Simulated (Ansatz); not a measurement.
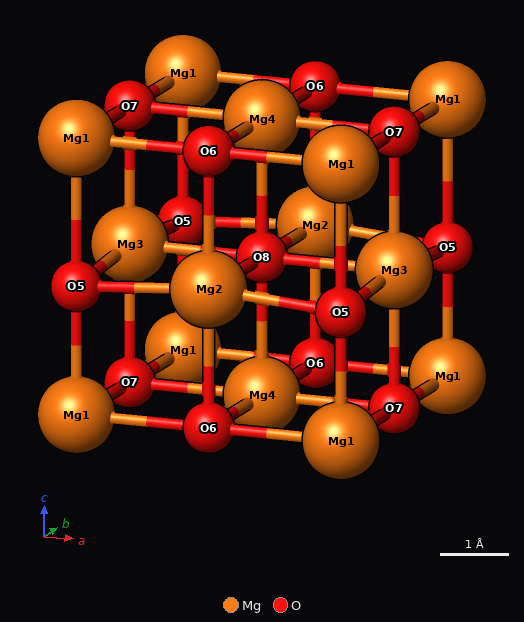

The structure as given in the input (ball-and-stick view of the cell of the calculation, set on other vectors, seen slightly off an axis; atoms are numbered from 1 in the order of the input). An atom can appear more than once, as a periodic image. Near neighbours in the periodic cell (some may lie outside the picture): Mg has 6 O at 1.96 to 2.26 Å; O has 6 Mg at 1.96 to 2.26 Å.

**Single-point calculation of MgO**

MgO (P4mm, 8 atoms in the cell), computed with DFT PBEsol, scalar-relativistic, plane waves, PAW, no spin polarisation (Ansatz 0.2.0).

The structure derives from an entry of the Crystallography Open Database. It belongs to a series of runs on one base structure; here: atom 5 (O) moved +0.150 A towards its neighbour atom 1 (Mg) at 2.107 A. Figures and captions count atoms from 1; the log counts them from 0 in places.

## What the program printed
```
Engine: ansatz 0.2.0, aarch64-unknown-linux-gnu
Pseudopotentials: kind: paw
Pseudopotential: Mg, paw, valence charge 10, recommended cutoff 420 eV (normal), Mg.paw.azcp
Pseudopotential: O, paw, valence charge 6, recommended cutoff 420 eV (normal), O.paw.azcp
Functional definition: PBEsol
  exchange = pbesol_x
  correlation = pbesol_c
Crystal: 8 atoms, lattice volume = 74.843 Å³
Basis set: ecut = 420 eV, 1419 PW (Γ), exchange–correlation on 60×60×60 points (8 copies of the dense FFT grid, shifted against one another)
Bands: 40, of which v1, the nominal top of the filled ones, is band 32 counted from 1 (31 counted from 0)
Symmetry: 8 space group operations
Space group: P4mm (ITA 99), of the structure as read, at distance tolerance 4.2e-5 Å
k-points: 40 of 216 (time reversal used)
Non-local potential: Mg, projectors of the file, l = 0: 3, l = 1: 2, l = 2: 1
Non-local potential: O, projectors of the file, l = 0: 2, l = 1: 2, l = 2: 1
PAW form: soft (Blöchl's): semilocal exchange-correlation on the pseudo side does not see the compensation charge
PAW frozen core: Mg, regenerated for the run's functional, and the local potential with it (the file was generated under x = pbe(κ = 0.804, μ = 0.2195149727645171), c = pbe(β = 0.06672455060314922))
PAW frozen core: O, regenerated for the run's functional, and the local potential with it (the file was generated under x = pbe(κ = 0.804, μ = 0.2195149727645171), c = pbe(β = 0.06672455060314922))
PAW one-centre angular grid: Mg, 110 points (default); XC on 64 Gauss nodes
PAW one-centre angular grid: O, 110 points (default); XC on 64 Gauss nodes
Initial density: superposition of atomic densities (neutral atoms: chi_scale 0, normalization atom), corrected by the library's trained network
Initial wavefunctions: pseudopotential atomic-orbital guess
Functional: x = pbesol(κ = 0.804, μ = 0.12345679012345678), c = pbesol(β = 0.046)
SCF iter   1: F=—  HF=-9903.402207 eV  |F-HF|=—  |Δ(HF+E_count)|=         —  Δρ=1.46e-2  dr2=1.27e-1  ethr=1.77e-3  ⟨swp⟩=6.0  Hψ=6584  notcnv=0  defer=10
preconditioner: auto → Resta (q_TF=auto, 2.658 Å⁻¹)  ε∞=3.4  [insulator: Δε(μ)=4.458 eV  Ē_g=15.624 eV  σ=0.050 eV  W_gap=1.00  n_scr=26 (ndim 8)  ℏωp=24.3 eV  f_vac=0.000  D(μ)=0.00/eV (n_scr^D=0)  ε∞_Penn≈3.4]
SCF iter   2: F=—  HF=-9903.363621 eV  |F-HF|=—  |Δ(HF+E_count)|=   3.86e-2  Δρ=2.33e-3  dr2=1.51e-3  ethr=1.98e-4  ⟨swp⟩=2.0  Hψ=2597  notcnv=0  defer=110
SCF iter   3: F=—  HF=-9903.363224 eV  |F-HF|=—  |Δ(HF+E_count)|=   3.97e-4  Δρ=1.10e-3  dr2=4.78e-4  ethr=2.36e-6  ⟨swp⟩=2.2  Hψ=2361  notcnv=0  defer=110
SCF iter   4: F=—  HF=-9903.363218 eV  |F-HF|=—  |Δ(HF+E_count)|=   6.20e-6  Δρ=2.19e-4  dr2=3.15e-5  ethr=7.47e-7  ⟨swp⟩=2.0  Hψ=2238  notcnv=0  defer=110
SCF iter   5: F=—  HF=-9903.362177 eV  |F-HF|=—  |Δ(HF+E_count)|=   1.04e-3  Δρ=4.60e-5  dr2=7.87e-7  ethr=4.92e-8  ⟨swp⟩=3.1  Hψ=2774  notcnv=0  defer=110
SCF iter   6: F=—  HF=-9903.362178 eV  |F-HF|=—  |Δ(HF+E_count)|=   4.79e-7  Δρ=2.69e-5  dr2=3.97e-7  ethr=1.56e-10  ⟨swp⟩=12.7  Hψ=11057  notcnv=0
SCF iter   7: F=-9903.362178 eV  HF=-9903.362178 eV  |F-HF|=2.96e-8  |Δ(HF+E_count)|=   8.15e-8  Δρ=8.90e-6  dr2=3.75e-8  ethr=1.56e-10  ⟨swp⟩=6.5  Hψ=9289  notcnv=0
SCF 1 converged in 7 iterations: F = -9903.362178 eV  dr2 = 3.75e-8
  greatest PAW one-centre occupation: 1.000 electrons in one spin orbital (limit 2), on the Mg atom at site 0 (counted from 0), in its partial waves of l = 0
SCF converged after 7 iterations
Free energy (F): -9903.362178 eV
Harris-Foulkes:  -9903.362178 eV  (|F-HF|=2.96e-8)
Internal energy: -9903.362178 eV  (E = F + TS)
E sigma→0 (E₀):  -9903.362178 eV
Fermi energy:    10.291725 eV
--- Per-component energies (eV) ---
  E_band       = -1169.463617
  E_kinetic    = 1020.009977
  E_local      = -6414.392662  (includes V_loc(G=0)·N_el)
  E_nonlocal   = 575.047094
  E_hartree    = 2215.213931
  E_xc         = -415.661641
  E_vxc        = -535.587397  (∫ρ·V_xc dr)
  E_paw        = -1732.317575  (= ΣΔE_a)
  E_vpaw       = -244.983410  (= ΣTr[D̂ρ^β])
  E_aug_tail   = 0.010006  (compensation charges beyond the density's cutoff)
  E_ewald      = -5151.647907
  E_core_change = 0.376601  (= ΣΔE_core)
  E_smearing   = -0.000000  (= −TS)
  E_closure    = 0.000000  (closes the sum)
  Σ components = -9903.362178   (vs F -9903.362178, Δ=0.00e0)
--- Forces (eV/Å), atoms counted from 1 ---
  atom   1  Mg    -0.53031401     0.00000000     0.00000000
  atom   2  Mg    -0.21712054     0.00000000     0.00000000
  atom   3  Mg    -0.21712054     0.00000000     0.00000000
  atom   4  Mg     0.04098318     0.00000000     0.00000000
  atom   5  O      1.71331314    -0.00000000     0.00000000
  atom   6  O     -0.42994531     0.00000000     0.00000000
  atom   7  O     -0.42994531     0.00000000     0.00000000
  atom   8  O      0.07015093     0.00000000     0.00000000
  max |Σ_I F_I| component: 1.53e-6 eV/Å
--- Stress (GPa, compression-positive) ---
        1.841858      -0.000000       0.000000
       -0.000000       0.044471       0.000000
        0.000000       0.000000       0.044471
  P = ⅓ Tr σ = 0.6436 GPa (6.436 kbar)
--- Band table (eV; the first three rows and the last of 40) ---
  k-point 0: bands = ["-63.8746", "-63.8675", "-63.8531", "-63.8082", "-30.8582", "-30.8582", "-30.8564", "-30.8225", "-30.8170", "-30.8170", "-30.8024", "-30.8024", "-30.7967", "-30.7596", "-30.7536", "-30.7536", "-9.1949", "-7.6349", "-7.6176", "-7.6058", "3.8851", "3.8851", "3.9057", "6.6219", "6.6291", "6.6291", "6.6429", "6.6625", "6.6625", "7.9800", "8.0003", "8.0003", "12.5828", "16.9415", "16.9415", "16.9497", "17.7312", "17.8482", "17.8729", "20.9478"]
  k-point 1: bands = ["-63.8740", "-63.8679", "-63.8531", "-63.8083", "-30.8554", "-30.8545", "-30.8535", "-30.8232", "-30.8191", "-30.8179", "-30.8043", "-30.8018", "-30.7975", "-30.7607", "-30.7568", "-30.7549", "-9.0922", "-7.7309", "-7.6101", "-7.5915", "3.9988", "4.0194", "4.0837", "6.3254", "6.3648", "6.5237", "6.5683", "6.7246", "6.7366", "7.4685", "7.8773", "7.8929", "13.1892", "17.1033", "17.1914", "17.4330", "17.8549", "18.1985", "18.3158", "20.7703"]
  k-point 2: bands = ["-63.8726", "-63.8691", "-63.8532", "-63.8084", "-30.8476", "-30.8463", "-30.8440", "-30.8269", "-30.8259", "-30.8214", "-30.8092", "-30.7997", "-30.7985", "-30.7636", "-30.7630", "-30.7577", "-8.8092", "-8.0219", "-7.5764", "-7.5600", "4.3828", "4.4100", "4.5704", "5.7004", "5.7308", "6.3037", "6.3418", "6.4114", "6.9426", "6.9518", "7.6054", "7.6159", "14.4826", "16.9940", "17.7417", "18.4231", "18.4581", "19.1321", "19.3910", "20.1131"]
  k-point 39: bands = ["-63.8704", "-63.8704", "-63.8538", "-63.8086", "-30.8780", "-30.8716", "-30.8629", "-30.8629", "-30.8039", "-30.8028", "-30.7933", "-30.7933", "-30.7914", "-30.7578", "-30.7514", "-30.7514", "-7.8560", "-7.8452", "-7.8406", "-7.8406", "3.3313", "3.3323", "3.3323", "3.3494", "7.3218", "7.3218", "7.3354", "7.3374", "7.3442", "7.3463", "7.3651", "7.3651", "15.6099", "15.7327", "15.7376", "15.7376", "20.4048", "20.4434", "20.4434", "20.4741"]
```

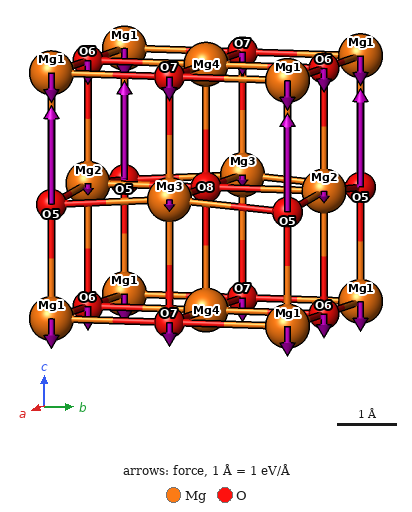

Forces on the atoms as pink arrows (ball-and-stick view of the cell of the calculation, set on other vectors, seen slightly off an axis; atoms are numbered from 1 in the order of the input); the smallest are left out. The largest act on O5 (1.71 eV/Å); Mg1 (0.53 eV/Å). The geometry is not a stationary point of this energy.

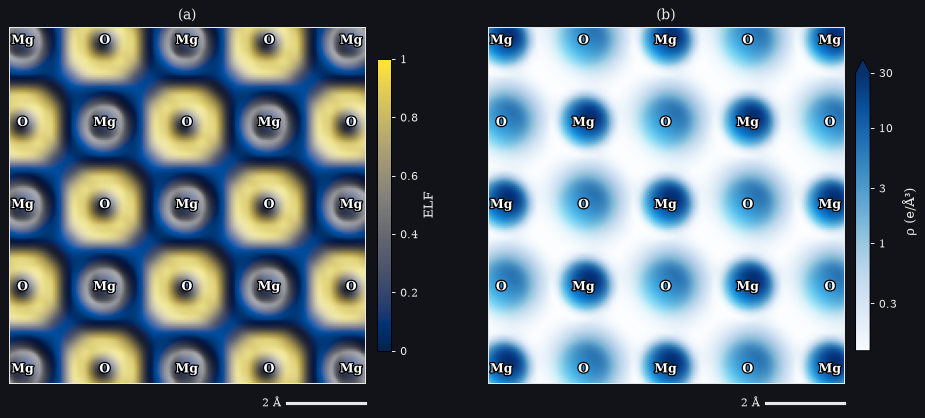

(a) ELF; (b) valence charge density (pseudo) on the (010) plane of the conventional cell. The section cuts through Mg and O sites. Mg–O (2.11 Å): the density is about 0.34 e/Å³ at the midpoint; the ELF is about 0.35 at the midpoint. Away from the nuclei the density in this plane falls to 0.12 e/Å³ at its lowest. Core electrons are frozen (PAW), so the fields are smoothed inside the atomic spheres.

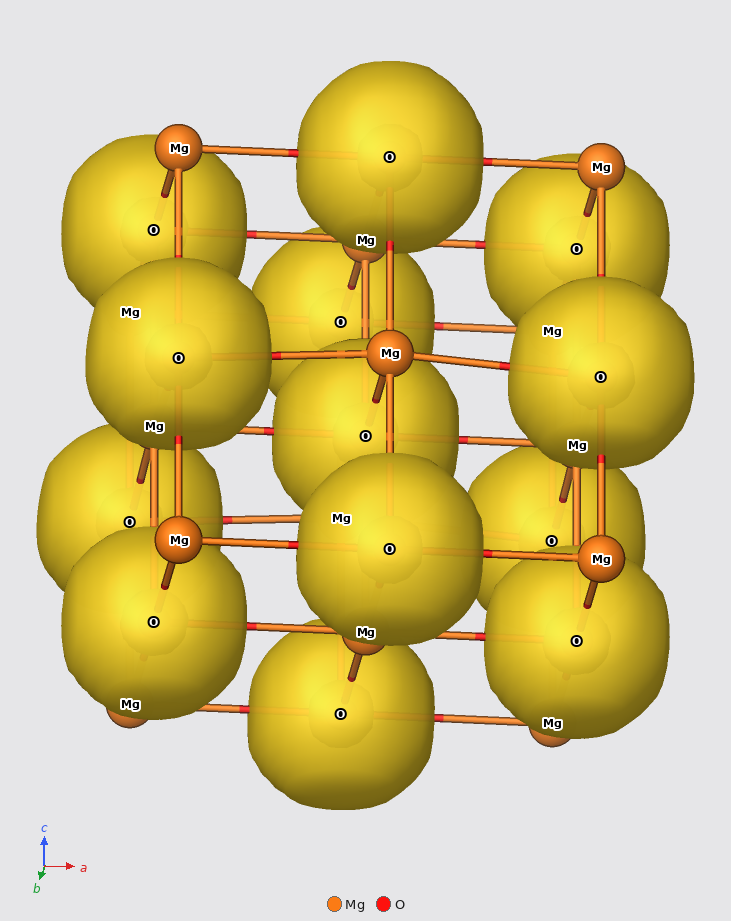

Isosurface of the ELF at 0.65 (yellow), seen at an oblique angle. Only the valence region is drawn (cores and ρ < 0.01 e/Å³ removed). Sticks mark near contacts. The outline is the cell set on symmetry axes. Profiles from the grid: Mg–O (1.96 Å): the ELF is about 0.35 at the midpoint. Mg–O (2.11 Å): the ELF is about 0.35 at the midpoint.

The run was set up as follows.

## The input
```yaml
crystal:
  lattice:
    - [4.2142114404, 0.0, 0.0]
    - [0.0, -4.2142114404, 0.0]
    - [0.0, 0.0, -4.2142114404]
  atoms:
    - { symbol: Mg, position: [0.0, 0.0, 0.0] }
    - { symbol: Mg, position: [0.5, 0.5, 0.0] }
    - { symbol: Mg, position: [0.5, 0.0, 0.5] }
    - { symbol: Mg, position: [0.0, 0.5, 0.5] }
    - { symbol: O, position: [0.4644061523, 0.0, 0.0] }
    - { symbol: O, position: [0.0, 0.5, 0.0] }
    - { symbol: O, position: [0.0, 0.0, 0.5] }
    - { symbol: O, position: [0.5, 0.5, 0.5] }
basis:
  ecutwfc: 420
kpoints:
  mp_grid: { grid: [6, 6, 6] }
hamiltonian:
  xc: pbesol
scf:
  occupations: { method: gaussian, width: 0.05 }
output:
  forces: true
  stress: true
  eigenvalues: true
  write_density: true
  write_potential: true
  elf: true
  volumetric_format: npy
```

Command:
```bash
ansatz run input.yaml --threads 1 --pin off --max-ram 2560MiB --backend cpu --events-out ev --progress --plain --runs-dir out
```

## Results in brief

- outcome: converged
- space group (tolerance 0.01 Å): P4mm (99)
- electrons treated: 64
- free energy: −9903.3622 eV
- Fermi energy: 10.292 eV
- gap on the k-point mesh: 4.58 eV
- pressure: 0.64 GPa
- largest force (length of the vector): 1.713 eV/Å
- hardware: 1 thread of Arm Neoverse V1, 24 GiB of memory available, shared host
- wall time: 16 s
- peak memory: 0.33 GiB
